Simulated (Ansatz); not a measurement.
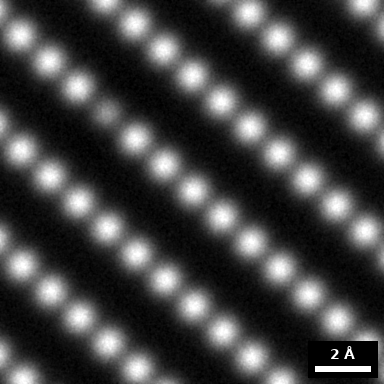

HAADF-like image of Cl (P6/mmm, No. 191) along [102]. Simulated incoherent Z contrast: every atom adds Z^1.8 spread by a probe of 0.86 Å full width; channelling and multiple scattering are left out. The probe carries 25 % of its weight in a tail 2.5 times as wide. The display is stretched by a gamma of 0.8; percentages refer to the linear signal. Shot noise was added.

The sample is 2 repeats (11.7 Å) thick. One point defect was put into the perfect crystal, without relaxing the atoms around it. Brightness is counted from the darkest point of the image. Host structure: coordinates from a relaxation with Ansatz, DFT r2SCAN, scalar-relativistic, plane waves, PAW; the starting structure was generated, so it need not be a known form of this composition.

**Where is the defect (in Å from the left and the top edge), and what does its contrast suggest?**

At about 4 Å from the left and 4 Å from the top. The column is dimmer, which points to a vacancy or a lighter atom. The column holds 2 atoms (Cl) through the sample, and one Cl atom is missing, so its peak drops to about 50 % of that of its equals.
